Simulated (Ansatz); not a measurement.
# Geometry relaxation of Ni₉Si₅ (part 3 of 3)

Continued. System: Ni₉Si₅ (slab, 14 atoms in the cell). Method: DFT PBEsol, scalar-relativistic, plane waves, PAW, no spin polarisation (Ansatz 0.2.0); cutoff 420 eV, 9×9×1 k-mesh, Gaussian smearing of 0.1 eV. The structure derives from an entry of the Crystallography Open Database. The input holds or restrains some coordinates. Forces given for the steps count only the free coordinates. It belongs to a series of runs on one base structure; here: clean slab, lower half held.

Geometry of the input (Å; fractional positions):
```
3.8685  0.0000  0.0000
-1.9342  3.3502  0.0000
0.0000  0.0000  26.8340
Si 0.6667  0.3333  0.3168
Ni 0.3333  0.6667  0.3168
Ni 0.0000  0.0000  0.3626
Si 0.3333  0.6667  0.4084
Ni 0.6667  0.3333  0.4084
Ni 0.0000  0.0000  0.4542
Si 0.6667  0.3333  0.5000
Ni 0.3333  0.6667  0.5000
Ni 0.0000  0.0000  0.5458
Si 0.3333  0.6667  0.5916
Ni 0.6667  0.3333  0.5916
Ni 0.0000  0.0000  0.6374
Si 0.6667  0.3333  0.6832
Ni 0.3333  0.6667  0.6832
```

**Output, continued**
```
  k-point 1: bands = ["-98.4987", "-98.4518", "-98.3937", "-98.2959", "-98.1056", "-98.0967", "-98.0716", "-98.0102", "-98.0012", "-59.0938", "-59.0937", "-59.0564", "-59.0564", "-59.0184", "-59.0029", "-59.0029", "-58.9432", "-58.8792", "-58.8788", "-58.8775", "-58.8212", "-58.7590", "-58.7588", "-58.7499", "-58.7496", "-58.6556", "-58.6545", "-58.6348", "-58.5991", "-58.5991", "-58.5837", "-58.5837", "-58.5322", "-58.4773", "-58.4764", "-58.4168", "-7.5747", "-6.9068", "-5.7360", "-4.3350", "-3.3535", "-0.8450", "-0.3967", "-0.1741", "-0.1626", "-0.0243", "0.0090", "0.3061", "0.3884", "0.4994", "0.7263", "0.7373", "0.7982", "1.1147", "1.2618", "1.4145", "1.4501", "1.5238", "1.5361", "1.5568", "1.6169", "1.6377", "1.6671", "2.7223", "2.7874", "2.7875", "2.8726", "3.0355", "3.0504", "3.0985", "3.1871", "3.3169", "3.3352", "3.4239", "3.4330", "3.4643", "3.4962", "3.5508", "3.5607", "3.5963", "3.6317", "3.6395", "3.7264", "3.7883", "4.0309", "4.0947", "4.7462", "5.2806", "6.0585", "6.3337", "6.4366", "6.7726", "6.8793", "6.9164", "7.4827", "7.6171", "7.6953", "7.9463", "8.1739", "8.4022", "8.5830", "8.6367", "8.8321", "9.1309", "9.3871", "9.5049", "9.5144", "9.6876", "9.7574", "9.7914"]
  k-point 2: bands = ["-98.4987", "-98.4517", "-98.3937", "-98.2958", "-98.1058", "-98.0963", "-98.0720", "-98.0103", "-98.0013", "-59.0941", "-59.0940", "-59.0567", "-59.0566", "-59.0192", "-59.0032", "-59.0031", "-58.9439", "-58.8801", "-58.8799", "-58.8757", "-58.8243", "-58.7582", "-58.7574", "-58.7505", "-58.7497", "-58.6576", "-58.6537", "-58.6329", "-58.5991", "-58.5988", "-58.5834", "-58.5834", "-58.5315", "-58.4771", "-58.4761", "-58.4164", "-7.1034", "-6.4508", "-5.3146", "-3.9964", "-3.2643", "-1.1419", "-0.8356", "-0.4717", "-0.2635", "0.0591", "0.1473", "0.1909", "0.4374", "0.4996", "0.6577", "0.7725", "0.9029", "1.2826", "1.2869", "1.4122", "1.4789", "1.5754", "1.6015", "1.6393", "1.6496", "1.7572", "1.7728", "2.5690", "2.6487", "2.6815", "2.7271", "2.8902", "2.8931", "3.0329", "3.1081", "3.1261", "3.1445", "3.2294", "3.2889", "3.3643", "3.3909", "3.4537", "3.5505", "3.5967", "3.6030", "3.6268", "3.6686", "3.7444", "3.8557", "4.0347", "4.6383", "4.6772", "4.9821", "5.2000", "5.2448", "5.6540", "5.8160", "6.0816", "6.7299", "7.1389", "7.3048", "7.7895", "7.8091", "8.0949", "8.2419", "8.5399", "8.6459", "9.4855", "9.7191", "10.0272", "10.2625", "10.4918", "10.6803", "11.1842"]
  k-point 11: bands = ["-98.4986", "-98.4516", "-98.3935", "-98.2954", "-98.1062", "-98.0953", "-98.0731", "-98.0104", "-98.0014", "-59.0958", "-59.0937", "-59.0585", "-59.0564", "-59.0214", "-59.0045", "-59.0030", "-58.9454", "-58.8849", "-58.8815", "-58.8672", "-58.8340", "-58.7577", "-58.7535", "-58.7525", "-58.7484", "-58.6620", "-58.6516", "-58.6291", "-58.5993", "-58.5979", "-58.5835", "-58.5817", "-58.5299", "-58.4770", "-58.4748", "-58.4154", "-4.4961", "-4.4281", "-4.1958", "-3.7593", "-3.2949", "-2.1296", "-1.5740", "-1.5104", "-1.2676", "-0.5627", "-0.5219", "-0.5165", "0.0752", "0.2646", "0.7427", "1.0095", "1.2378", "1.5962", "1.6660", "1.6795", "1.7434", "1.7480", "1.9948", "2.0137", "2.0798", "2.0866", "2.1437", "2.1479", "2.2524", "2.3675", "2.3993", "2.4276", "2.4983", "2.5922", "2.6614", "2.7740", "2.8618", "2.9264", "2.9400", "3.0860", "3.1309", "3.1670", "3.1993", "3.2886", "3.3161", "3.3411", "3.4251", "3.4410", "3.4627", "3.6761", "3.6912", "3.7231", "3.7619", "3.9892", "4.2390", "4.5168", "4.6547", "4.8522", "5.4740", "5.6699", "5.8756", "6.3427", "7.8339", "8.2521", "9.7360", "9.8652", "10.3897", "10.9525", "11.6483", "11.9811", "12.1169", "12.1452", "12.1621", "12.3725"]
--- Relaxed structure (5 steps of the walk, 5 accepted, 0 SCFs on fresh bases) ---
  F+E_penalty+E_count = -55357.36988262 eV   max|allowed force component| = 1.009e-2 eV/Å
  atoms:
    - { symbol: Si, position: [0.6666666666666665, 0.33333333333333326, 0.3167626646999999] }
    - { symbol: Ni, position: [0.33333333333333326, 0.6666666666666665, 0.3167626646999999] }
    - { symbol: Ni, position: [0.0, 0.0, 0.3625719985] }
    - { symbol: Si, position: [0.33333333333333326, 0.6666666666666665, 0.40838133229999996] }
    - { symbol: Ni, position: [0.6666666666666665, 0.33333333333333326, 0.40838133229999996] }
    - { symbol: Ni, position: [0.0, 0.0, 0.4541906661999999] }
    - { symbol: Si, position: [0.6666666666666665, 0.33333333333333326, 0.4989769683552019] }
    - { symbol: Ni, position: [0.33333333333333326, 0.6666666666666665, 0.5006716059745029] }
    - { symbol: Ni, position: [1.8414080994069323e-18, 5.261165998305203e-19, 0.5475842474967563] }
    - { symbol: Si, position: [0.33333333333333326, 0.6666666666666665, 0.5916496507991532] }
    - { symbol: Ni, position: [0.6666666666666665, 0.33333333333333326, 0.590262768854787] }
    - { symbol: Ni, position: [5.394561540282417e-18, 1.5413032972235484e-18, 0.6426277620359321] }
    - { symbol: Si, position: [0.6666666666666665, 0.33333333333333326, 0.6764774321719139] }
    - { symbol: Ni, position: [0.33333333333333326, 0.6666666666666665, 0.6805108918302549] }
```

**Trajectory as extended XYZ (Å, eV, eV/Å), 5 frames, from step=1 to step=5**
```
14
Lattice="3.8685 0.0000 0.0000 -1.9342 3.3502 0.0000 0.0000 0.0000 26.8340" Properties=species:S:1:pos:R:3:forces:R:3 step=1 energy=-55357.17207
Si    1.9342    1.1167    8.5000    0.0000   0.0000   0.7377
Ni    0.0000    2.2335    8.5000    0.0000   0.0000   0.6755
Ni    0.0000    0.0000    9.7292    0.0000   0.0000  -1.2235
Si    0.0000    2.2335   10.9585    0.0000   0.0000  -0.2146
Ni    1.9342    1.1167   10.9585    0.0000   0.0000  -0.0315
Ni    0.0000    0.0000   12.1877    0.0000   0.0000  -0.0866
Si    1.9342    1.1167   13.4170    0.0000   0.0000   0.0000
Ni    0.0000    2.2335   13.4170    0.0000   0.0000   0.0000
Ni    0.0000    0.0000   14.6462    0.0000   0.0000   0.0866
Si    0.0000    2.2335   15.8755    0.0000   0.0000   0.2146
Ni    1.9342    1.1167   15.8755    0.0000   0.0000   0.0315
Ni    0.0000    0.0000   17.1047    0.0000   0.0000   1.2235
Si    1.9342    1.1167   18.3340    0.0000   0.0000  -0.7377
Ni    0.0000    2.2335   18.3340    0.0000   0.0000  -0.6755
14
Lattice="3.8685 0.0000 0.0000 -1.9342 3.3502 0.0000 0.0000 0.0000 26.8340" Properties=species:S:1:pos:R:3:forces:R:3 step=2 energy=-55357.26983
Si    1.9342    1.1167    8.5000    0.0000   0.0000   0.7382
Ni    0.0000    2.2335    8.5000    0.0000   0.0000   0.6746
Ni    0.0000    0.0000    9.7292    0.0000   0.0000  -1.2291
Si    0.0000    2.2335   10.9585    0.0000   0.0000  -0.2027
Ni    1.9342    1.1167   10.9585    0.0000   0.0000  -0.0280
Ni    0.0000    0.0000   12.1877    0.0000   0.0000  -0.0298
Si    1.9342    1.1167   13.4188    0.0000   0.0000  -0.0289
Ni    0.0000    2.2335   13.4204    0.0000   0.0000   0.0097
Ni    0.0000    0.0000   14.6584    0.0000   0.0000   0.0929
Si    0.0000    2.2335   15.8803    0.0000   0.0000   0.0592
Ni    1.9342    1.1167   15.8728    0.0000   0.0000   0.0171
Ni    0.0000    0.0000   17.1422    0.0000   0.0000   0.9035
Si    1.9342    1.1167   18.2847    0.0000   0.0000  -0.5746
Ni    0.0000    2.2335   18.2905    0.0000   0.0000  -0.4015
14
Lattice="3.8685 0.0000 0.0000 -1.9342 3.3502 0.0000 0.0000 0.0000 26.8340" Properties=species:S:1:pos:R:3:forces:R:3 step=3 energy=-55357.36238
Si    1.9342    1.1167    8.5000    0.0000   0.0000   0.7332
Ni    0.0000    2.2335    8.5000    0.0000   0.0000   0.6758
Ni    0.0000    0.0000    9.7292    0.0000   0.0000  -1.2516
Si    0.0000    2.2335   10.9585    0.0000   0.0000  -0.2203
Ni    1.9342    1.1167   10.9585    0.0000   0.0000  -0.0494
Ni    0.0000    0.0000   12.1877    0.0000   0.0000   0.0986
Si    1.9342    1.1167   13.4065    0.0000   0.0000  -0.0859
Ni    0.0000    2.2335   13.4223    0.0000   0.0000   0.0290
Ni    0.0000    0.0000   14.6908    0.0000   0.0000   0.0271
Si    0.0000    2.2335   15.8570    0.0000   0.0000  -0.0616
Ni    1.9342    1.1167   15.8482    0.0000   0.0000  -0.0740
Ni    0.0000    0.0000   17.2506    0.0000   0.0000  -0.1795
Si    1.9342    1.1167   18.1437    0.0000   0.0000   0.1352
Ni    0.0000    2.2335   18.2105    0.0000   0.0000   0.2236
14
Lattice="3.8685 0.0000 0.0000 -1.9342 3.3502 0.0000 0.0000 0.0000 26.8340" Properties=species:S:1:pos:R:3:forces:R:3 step=4 energy=-55357.36952
Si    1.9342    1.1167    8.5000    0.0000   0.0000   0.7226
Ni    0.0000    2.2335    8.5000    0.0000   0.0000   0.6763
Ni    0.0000    0.0000    9.7292    0.0000   0.0000  -1.2516
Si    0.0000    2.2335   10.9585    0.0000   0.0000  -0.2033
Ni    1.9342    1.1167   10.9585    0.0000   0.0000  -0.0727
Ni    0.0000    0.0000   12.1877    0.0000   0.0000   0.1395
Si    1.9342    1.1167   13.3882    0.0000   0.0000  -0.0062
Ni    0.0000    2.2335   13.4422    0.0000   0.0000  -0.0221
Ni    0.0000    0.0000   14.6919    0.0000   0.0000   0.0211
Si    0.0000    2.2335   15.8844    0.0000   0.0000  -0.0321
Ni    1.9342    1.1167   15.8313    0.0000   0.0000   0.0356
Ni    0.0000    0.0000   17.2460    0.0000   0.0000  -0.0283
Si    1.9342    1.1167   18.1466    0.0000   0.0000   0.0007
Ni    0.0000    2.2335   18.2635    0.0000   0.0000   0.0200
14
Lattice="3.8685 0.0000 0.0000 -1.9342 3.3502 0.0000 0.0000 0.0000 26.8340" Properties=species:S:1:pos:R:3:forces:R:3 step=5 energy=-55357.36988
Si    1.9342    1.1167    8.5000    0.0000   0.0000   0.7232
Ni    0.0000    2.2335    8.5000    0.0000   0.0000   0.6767
Ni    0.0000    0.0000    9.7292    0.0000   0.0000  -1.2530
Si    0.0000    2.2335   10.9585    0.0000   0.0000  -0.2136
Ni    1.9342    1.1167   10.9585    0.0000   0.0000  -0.0732
Ni    0.0000    0.0000   12.1877    0.0000   0.0000   0.1335
Si    1.9342    1.1167   13.3895    0.0000   0.0000   0.0042
Ni    0.0000    2.2335   13.4350    0.0000   0.0000   0.0101
Ni    0.0000    0.0000   14.6939    0.0000   0.0000  -0.0039
Si    0.0000    2.2335   15.8763    0.0000   0.0000  -0.0095
Ni    1.9342    1.1167   15.8391    0.0000   0.0000   0.0086
Ni    0.0000    0.0000   17.2443    0.0000   0.0000  -0.0015
Si    1.9342    1.1167   18.1526    0.0000   0.0000  -0.0085
Ni    0.0000    2.2335   18.2608    0.0000   0.0000   0.0069
```

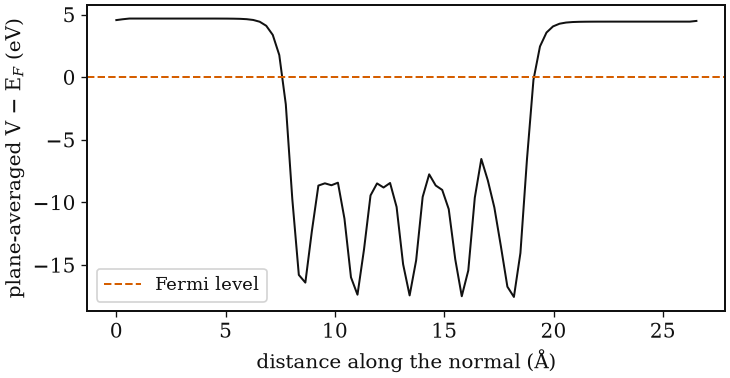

Plane average of the electrostatic potential energy of an electron across the cell, from the Fermi level. The vacuum level lies 4.45 eV above the Fermi level on the upper side and 4.69 eV on the lower.

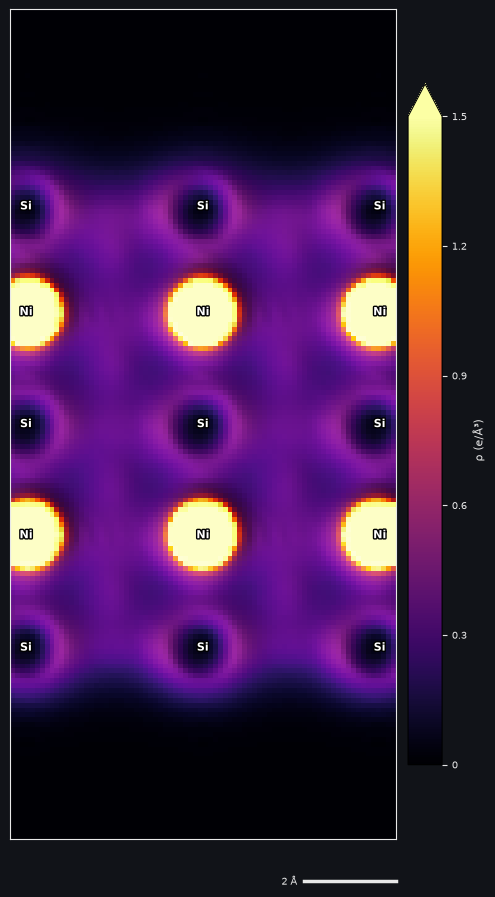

Valence charge density (pseudo) on the (010) plane of the calculation cell, a cut from vacuum to vacuum. The section cuts through Si and Ni sites. Si–Ni (2.31 Å): the density is about 0.45 e/Å³ at the midpoint. Si–Ni (2.43 Å): ρ at the midpoint is about 0.36 e/Å³. Si–Ni (2.46 Å): ρ is about 0.35 e/Å³ halfway. The density dies away to nearly zero in the vacuum. In a PAW calculation such maps are meaningful between the atoms, not at the nuclei.

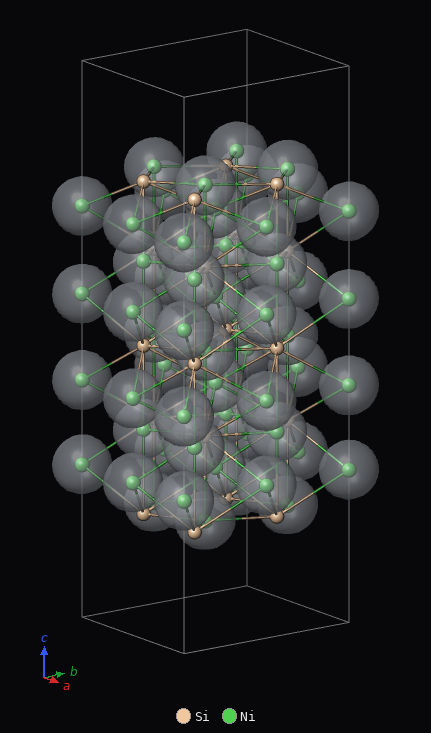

Isosurface of the valence pseudo-density at 0.8 e/Å³ (grey), seen slightly off an axis. Sticks mark near contacts. At this value the density breaks into separate islands; it holds about 75 % of the electrons treated as valence (semicore included). It is pinched off along the Si–Ni (2.23 Å), Si–Ni (2.31 Å), Si–Ni (2.38 Å) and Si–Ni (2.43 Å) contacts. On the grid the lowest density along these lines, outside the cores, is 0.5 e/Å³ (Si–Ni, 2.23 Å), 0.4 e/Å³ (Si–Ni, 2.31 Å), 0.38 e/Å³ (Si–Ni, 2.38 Å) and 0.36 e/Å³ (Si–Ni, 2.43 Å).

**Summary**

| quantity | value |
| --- | --- |
| outcome | converged under the restraints of the input |
| electrons treated | 182 |
| free energy | −55357.3699 eV |
| work function, top face | 4.45 eV |
| work function, bottom face | 4.69 eV |
| Fermi energy | 4.918 eV |
| gap on the k-point mesh | none (metallic) |
| final volume | 347.77 Å³ |
| work function (upper face) | 4.45 eV |
| largest force (length of the vector) at the end, held atoms and coordinates included | 1.253 eV/Å |
| wall time | 2.5 min (CPU time 9.3 min) |
| peak memory | 1.2 GiB |

**Remarks**

Notes on the run: the exchange-correlation potential is rough where the density is thin. The run has no spin polarisation, so a magnetic state may lie lower.
